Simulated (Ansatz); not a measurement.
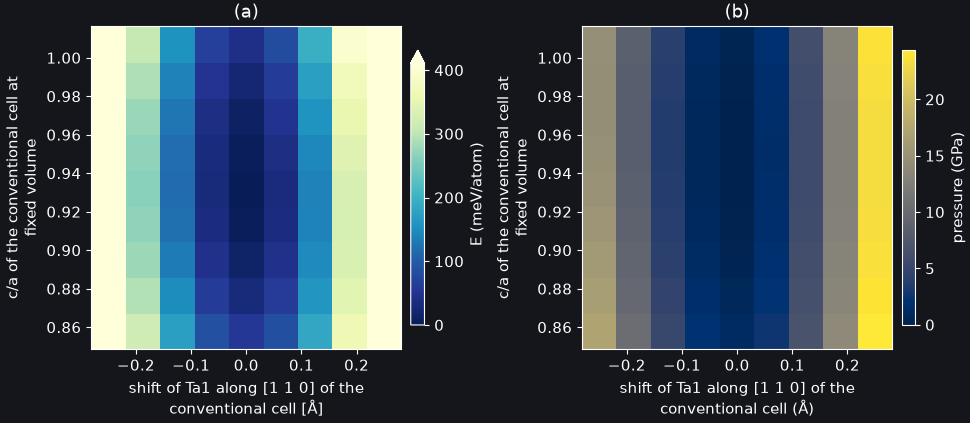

Ta₂N (P-31m, No. 162; 9 atoms in the cell). 
- The energy is mapped over a free internal coordinate and the cell.
- The first coordinate is: shift of Ta1 along [1 1 0] of the conventional cell, Cartesian (0.5 0.87 0), its symmetry partners moved as symmetry demands (measured in the relaxed cell); the second: c/a of the conventional cell at fixed volume.
- Nothing is relaxed (all other coordinates fixed).
- The grid has 9 × 9 points.
- Points are written as (first, second).
- Energies are in meV/atom, from the lowest grid point.
- All numbers below come from Ansatz 0.2.0, DFT PBE, scalar-relativistic, plane waves, PAW. Settings: cutoff 520 eV, k-mesh 9×9×8 in the order of the run's cell vectors, gaussian smearing 0.15 eV, no spin polarisation.

Panel (a) is the energy and panel (b) the computed pressure on the same grid.

Drawn: one coloured cell a grid point, one colour for all values above the top of the scale.

How does the pressure vary over the map, and what is it at the lowest grid point?

Answer. It runs from 0.0 GPa at (0.000 Å, 0.951) to 24.4 GPa at (0.250 Å, 0.858). At the lowest grid point, (0.000 Å, 0.933), it is 0.0 GPa.

| second ↓, first → | −0.250 | −0.188 | −0.125 | −0.062 | 0.000 | 0.062 | 0.125 | 0.188 | 0.250 |
| --- | --- | --- | --- | --- | --- | --- | --- | --- | --- |
| 1.007 | 14.7 | 8.5 | 3.9 | 1.1 | 0.4 | 1.9 | 6.0 | 13.2 | 23.8 |
| 0.989 | 14.6 | 8.3 | 3.7 | 0.9 | 0.1 | 1.7 | 5.8 | 13.0 | 23.5 |
| 0.970 | 14.6 | 8.3 | 3.6 | 0.8 | 0.0 | 1.5 | 5.7 | 12.8 | 23.4 |
| 0.951 | 14.8 | 8.4 | 3.6 | 0.7 | 0.0 | 1.5 | 5.6 | 12.8 | 23.3 |
| 0.933 | 15.0 | 8.5 | 3.7 | 0.8 | 0.0 | 1.5 | 5.6 | 12.8 | 23.3 |
| 0.914 | 15.4 | 8.8 | 3.9 | 1.0 | 0.2 | 1.6 | 5.8 | 12.9 | 23.5 |
| 0.895 | 15.9 | 9.2 | 4.2 | 1.2 | 0.4 | 1.9 | 6.0 | 13.1 | 23.7 |
| 0.877 | 16.5 | 9.7 | 4.6 | 1.6 | 0.7 | 2.2 | 6.3 | 13.5 | 24.0 |
| 0.858 | 17.1 | 10.2 | 5.1 | 2.0 | 1.1 | 2.6 | 6.8 | 13.9 | 24.4 |

PAW datasets: the set soft_1.
